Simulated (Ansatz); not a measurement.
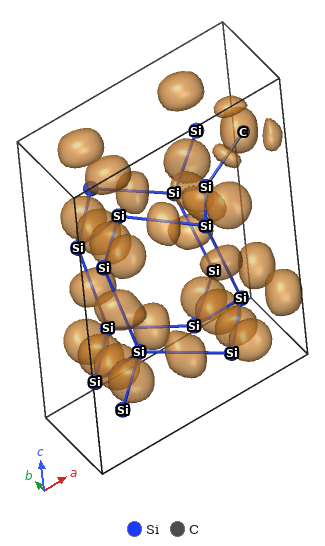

*Si₁₆C (cell charge +1, with a compensating background) (cell with a defect). Isosurface of the electron localisation function at 0.85 (orange), seen slightly off an axis. Only the valence region is drawn (cores and ρ < 0.01 e/Å³ removed). Sticks mark near contacts.*

The program warned that a starting moment wasn't kept; spin-polarised, but the moments vanished.

The calculation used DFT PBE, scalar-relativistic, plane waves, PAW in Ansatz.

Core electrons are frozen (PAW), and the valence fields are smoothed inside the atomic spheres.

Input

```
crystal:
  lattice:
    - [0.0, 5.4700937642, -5.4700937642]
    - [5.4700937642, 5.4700937642, 0.0]
    - [5.4700937642, 0.0, -5.4700937642]
  atoms:
    - { symbol: Si, position: [0.1485956542, 0.1128932752, 0.1379036475], spin: 0.091 }
    - { symbol: Si, position: [0.1464064908, 0.6003269074, 0.1415359927], spin: 0.091 }
    - { symbol: Si, position: [0.6758589604, 0.0991001614, 0.1246098638], spin: 0.091 }
    - { symbol: Si, position: [0.6346477071, 0.6247973831, 0.134267036] }
    - { symbol: Si, position: [0.1239991862, 0.1046190383, 0.6766464035], spin: 0.091 }
    - { symbol: Si, position: [0.1363670098, 0.6247394773, 0.6325884394] }
    - { symbol: Si, position: [0.609979424, 0.1066541857, 0.6078580717] }
    - { symbol: Si, position: [0.6275390229, 0.6356456194, 0.6254518174] }
    - { symbol: Si, position: [0.2627983099, 0.7409218308, 0.2592129365], spin: 0.091 }
    - { symbol: Si, position: [0.2771836419, 0.2254844116, 0.27496676] }
    - { symbol: Si, position: [0.7725752848, 0.7378763763, 0.2531339907], spin: 0.091 }
    - { symbol: Si, position: [0.7668447799, 0.2523408924, 0.2460649091], spin: 0.091 }
    - { symbol: Si, position: [0.2600574589, 0.7390777952, 0.7657955031], spin: 0.091 }
    - { symbol: Si, position: [0.2468307896, 0.2540140463, 0.7674265102], spin: 0.091 }
    - { symbol: Si, position: [0.7634450859, 0.7379482967, 0.7613500577] }
    - { symbol: Si, position: [0.6989171568, 0.2875281076, 0.696518726], spin: 0.091 }
    - { symbol: C, position: [-0.1424208414, 0.1047536376, -0.1438658998], spin: 0.091 }
  host:
    lattice:
      - [0.0, 2.7350468821, 2.7350468821]
      - [2.7350468821, 0.0, 2.7350468821]
      - [2.7350468821, 2.7350468821, 0.0]
    atoms:
      - { symbol: Si, position: [0.75, 0.75, 0.75] }
      - { symbol: Si, position: [0.5, 0.5, 0.5] }
total_charge: 1
basis:
  ecutwfc: 420
  xc_grid: 2
kpoints:
  mp_grid: { grid: [2, 2, 2], shift: [0.0, 0.0, 0.0] }
hamiltonian:
  xc: pbe
scf:
  occupations: { method: gaussian, width: 0.01 }
output:
  forces: true
  stress: false
  eigenvalues: true
  populations: true
  charged_corrections:
    defect_position: [0.0, 0.0, 0.0]
    epsilon: [[12.9823, 0.0, 0.0], [0.0, 12.9823, 0.0], [0.0, 0.0, 12.9823]]
  write_density: true
  write_potential: true
  elf: true
  volumetric_format: npy
magnetization:
  spin_polarized: true
relax:
  adjacent_minimum: "off"
  f_tol: 0.025
  max_steps: 45
```

Launched as:

```sh
ansatz run input.yaml --threads 4 --pin off --max-ram 8192MiB --backend cpu --events-out ev --progress --plain --runs-dir out
```

The fields are those of the relaxed geometry.

> Where are the electrons localised?

The surface consists of three regions between bonded C–Si atoms (shared pairs) and 30 regions between bonded Si–Si atoms (shared pairs), counted in one cell of 17 atoms. Regions shared between cells count once. Along the contacts the grid gives the following. Si–C (1.77 Å): the ELF peaks at about 0.90 between the atoms; a covalent bond. Si–Si (2.29 Å): the ELF peaks at about 0.95 between the atoms: localised, covalent bonding.
